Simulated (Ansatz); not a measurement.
# InSb (slab): what the fields show

Input file:

```
crystal:
  lattice:
    - [4.5609259649, 0.0, 0.0]
    - [0.0, 6.4501233566, 0.0]
    - [0.0, 0.0, 26.4023149124]
  atoms:
    - { symbol: In, position: [0.5, 0.5, 0.2840660005] }
    - { symbol: Sb, position: [0.0, 0.75, 0.2840660005] }
    - { symbol: In, position: [0.0, 0.0, 0.3704396003] }
    - { symbol: Sb, position: [0.5, 0.25, 0.3704396003] }
    - { symbol: In, position: [0.5, 0.5, 0.4568132001] }
    - { symbol: Sb, position: [0.0, 0.75, 0.4568132001] }
    - { symbol: In, position: [0.0, 0.0, 0.5431867999] }
    - { symbol: Sb, position: [0.5, 0.25, 0.5431867999] }
    - { symbol: In, position: [0.5, 0.5, 0.6295603997] }
    - { symbol: Sb, position: [0.0, 0.75, 0.6295603997] }
    - { symbol: In, position: [0.0, 0.0, 0.7159339995] }
    - { symbol: Sb, position: [0.5, 0.25, 0.7159339995] }
basis:
  ecutwfc: 420
kpoints:
  mp_grid: { grid: [8, 6, 1] }
hamiltonian:
  xc: lda
scf:
  occupations: { method: gaussian, width: 0.1 }
output:
  forces: true
  stress: true
  eigenvalues: true
  write_density: true
  write_potential: true
  elf: true
  volumetric_format: npy
efield:
  axis: 3
  dipole_correction: true
```

Launched as:

```sh
ansatz run input.yaml --threads 2 --pin off --max-ram 5120MiB --backend cpu --events-out ev --progress --plain --runs-dir out
```

Not relaxed (largest force 1.1 eV/Å).

Level of theory: Ansatz, DFT LDA, scalar-relativistic, plane waves, PAW.

In a PAW calculation such maps are meaningful between the atoms, not at the nuclei.

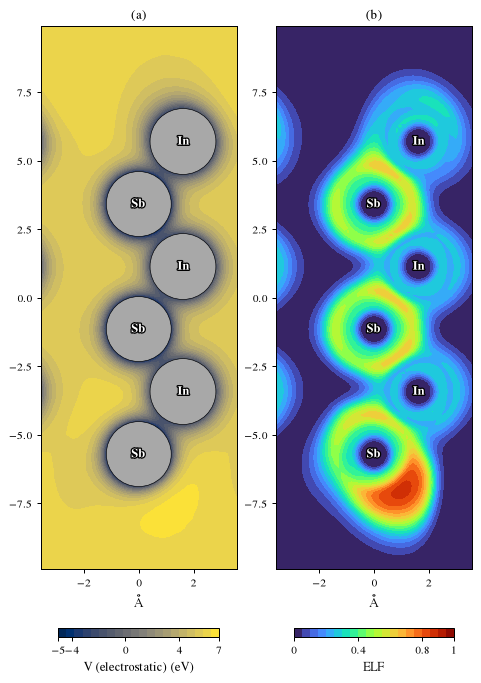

Figure 1. (a) electrostatic potential energy of an electron; (b) ELF on the (100) plane of the calculation cell, a cut from vacuum to vacuum. Grey discs cover the atomic cores in the potential map.

**Describe what can be read from this map.**

- The section cuts through Sb and In sites.
- In–Sb (2.79 Å): the ELF peaks at about 0.65 between the atoms.

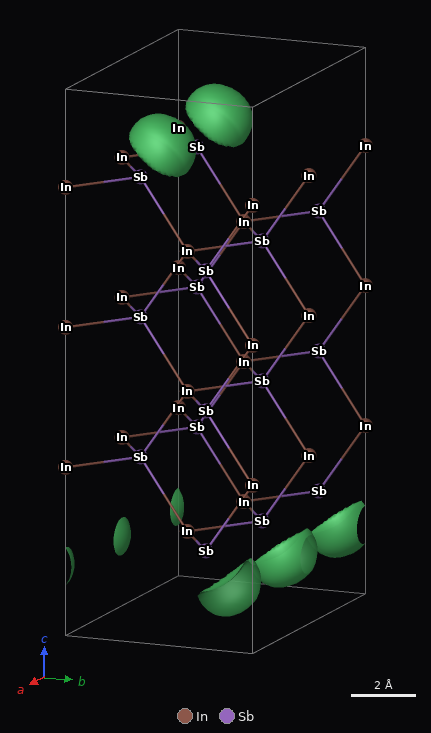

Figure 2. Isosurface of the electron localisation function at 0.7 (green), seen slightly off an axis. Only the valence region is drawn (cores and ρ < 0.01 e/Å³ removed). Sticks mark near contacts.

**What do the ELF domains correspond to?**

The ELF exceeds this value in two lobes on Sb, pointing away from the bonds (lone pairs), counted in one cell of 12 atoms. Counts are for one cell; the picture repeats the cell along the surface.
